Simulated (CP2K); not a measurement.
**HfB2: density, localisation and related maps**

Input file:

```
&GLOBAL
  PROJECT hfb2_scf
  RUN_TYPE ENERGY_FORCE
  PRINT_LEVEL LOW
&END GLOBAL
&FORCE_EVAL
  METHOD QS
  STRESS_TENSOR ANALYTICAL
  &DFT
    BASIS_SET_FILE_NAME BASIS_MOLOPT_UZH
    POTENTIAL_FILE_NAME POTENTIAL_UZH
    &MGRID
      CUTOFF 450
      REL_CUTOFF 60
      NGRIDS 5
    &END MGRID
    &QS
      METHOD GPW
      EPS_DEFAULT 1.0E-10
    &END QS
    &KPOINTS
      SCHEME MONKHORST-PACK 10 10 8
      GAMMA_CENTERED T
      SYMMETRY T
      SYMMETRY_BACKEND SPGLIB
    &END KPOINTS
    &SCF
      SCF_GUESS ATOMIC
      EPS_SCF 1.0E-6
      MAX_SCF 100
      ADDED_MOS 15
      CHOLESKY OFF
      EPS_EIGVAL 1.0E-7
      &DIAGONALIZATION ON
        ALGORITHM STANDARD
      &END DIAGONALIZATION
      &MIXING ON
        METHOD BROYDEN_MIXING
        ALPHA 0.4
        BETA 1.5
        NBUFFER 8
      &END MIXING
      &SMEAR ON
        METHOD FERMI_DIRAC
        ELECTRONIC_TEMPERATURE 580.23
      &END SMEAR
    &END SCF
    &XC
      &XC_FUNCTIONAL
        &GGA_X_PBE_SOL
        &END GGA_X_PBE_SOL
        &GGA_C_PBE_SOL
        &END GGA_C_PBE_SOL
      &END XC_FUNCTIONAL
    &END XC
    &PRINT
      &KPOINTS ON
      &END KPOINTS
      &MULLIKEN ON
      &END MULLIKEN
      &MO ON
        ENERGIES T
        OCCUPATION_NUMBERS T
        &EACH
          QS_SCF 0
        &END EACH
        ADD_LAST NUMERIC
      &END MO
      &LOWDIN ON
      &END LOWDIN
      &HIRSHFELD ON
        SHAPE_FUNCTION DENSITY
      &END HIRSHFELD
      &E_DENSITY_CUBE ON
        STRIDE 1
      &END E_DENSITY_CUBE
      &V_HARTREE_CUBE ON
        STRIDE 1
      &END V_HARTREE_CUBE
      &ELF_CUBE ON
        STRIDE 1
      &END ELF_CUBE
    &END PRINT
  &END DFT
  &SUBSYS
    &CELL
      A 3.1400000000 0.0000000000 0.0000000000
      B -1.5700000000 2.7193197679 0.0000000000
      C 0.0000000000 0.0000000000 3.4800000000
      PERIODIC XYZ
    &END CELL
    &COORD
      SCALED
      Hf  0.0040700000 -0.0037840000 -0.0029730000
      B   0.6735240000 0.3435500000 0.4913070000
      B   0.3173900000 0.6751330000 0.4845490000
    &END COORD
    &KIND Hf
      BASIS_SET TZVP-MOLOPT-PBE-GTH-q12
      POTENTIAL GTH-PBE-q12
    &END KIND
    &KIND B
      BASIS_SET TZVP-MOLOPT-PBE-GTH-q3
      POTENTIAL GTH-PBE-q3
    &END KIND
    &PRINT
      &ATOMIC_COORDINATES ON
      &END ATOMIC_COORDINATES
      &CELL ON
      &END CELL
    &END PRINT
  &END SUBSYS
  &PRINT
    &FORCES ON
    &END FORCES
    &STRESS_TENSOR ON
    &END STRESS_TENSOR
  &END PRINT
&END FORCE_EVAL
```

Run with:

```sh
OMP_NUM_THREADS=1 cp2k.psmp -i hfb2_scf.inp -o hfb2_scf.out
```

Below, planes, directions and counts refer to the conventional cell (a = 3.14 Å, b = 3.14 Å, c = 3.48 Å, α = 90.00°, β = 90.00°, γ = 120.00°).

Space group P1; changed on purpose from its base cell (atoms moved at random by about 0.05 A); not relaxed (largest force 1.3 eV/Å); computed pressure about −3 GPa in this cell.

The calculation used Kohn-Sham DFT of a periodic cell, PBEsol, GTH-PBE with UZH-TZVP basis (CP2K).

Core electrons are replaced by pseudopotentials, and the valence fields are smoothed inside the atomic spheres.

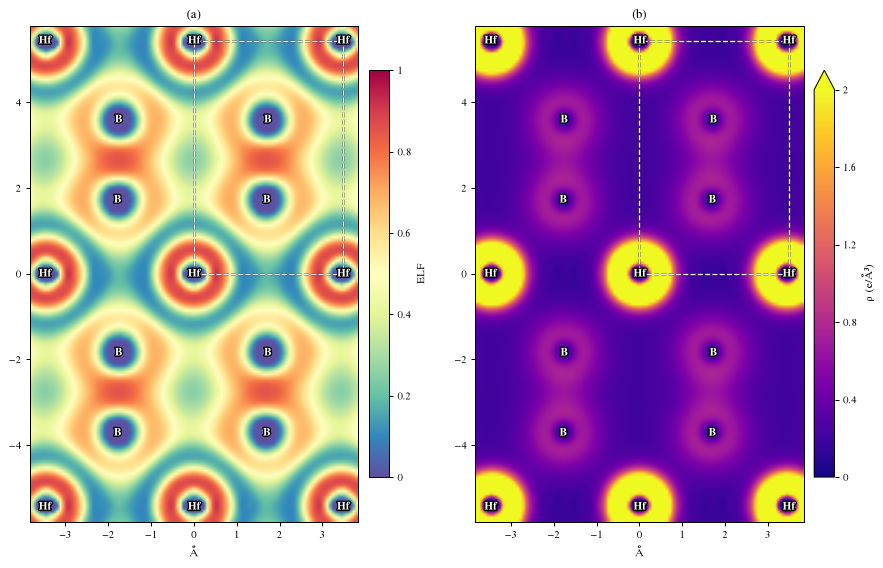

Figure 1. (a) electron localisation function; (b) valence pseudo-density on the (110) plane of the conventional cell.

> Interpret the plot.

- Atoms in the plane: Hf and B.
- Hf–B (2.42 Å): the density is about 0.37 e/Å³ at the midpoint; the ELF peaks at about 0.65 in the valence shell of B, 0.8 Å from its nucleus, and is about 0.20 at the midpoint.
- B–B (1.87 Å): the density is about 0.67 e/Å³ at the midpoint; the ELF peaks at about 0.85 between the atoms.
- Hf–B (2.48 Å): ρ at the midpoint is about 0.33 e/Å³; the ELF peaks at about 0.65 in the valence shell of B, 0.8 Å from its nucleus, and is about 0.20 at the midpoint.
- Hf–B (2.55 Å): ρ at the midpoint is about 0.3 e/Å³; the ELF peaks at about 0.60 in the valence shell of B, 0.8 Å from its nucleus, and is about 0.20 at the midpoint.
- Between the atoms the lowest density in this plane is 0.14 e/Å³.
- The features right at Hf lie inside the core regions, where the map follows smoothed inner orbitals and isn't to be read closely.

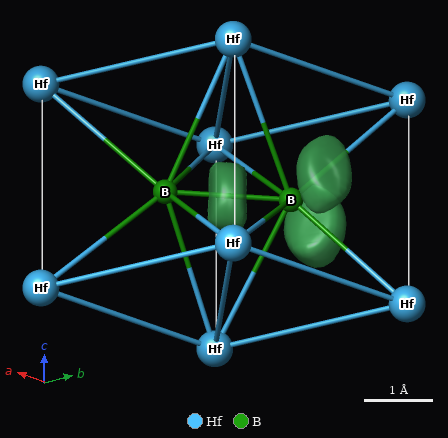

Figure 2. Isosurface of the ELF at 0.75 (green), seen at an oblique angle. Core shells and regions of very low density are left out. Sticks mark near contacts.

> Describe the localisation domains.

The ELF exceeds this value in three regions between bonded B–B atoms (shared pairs), counted in one cell of 3 atoms. Regions shared between cells count once. Along the contacts the grid gives the following. B–B (1.75 Å): the ELF peaks at about 0.90 between the atoms.
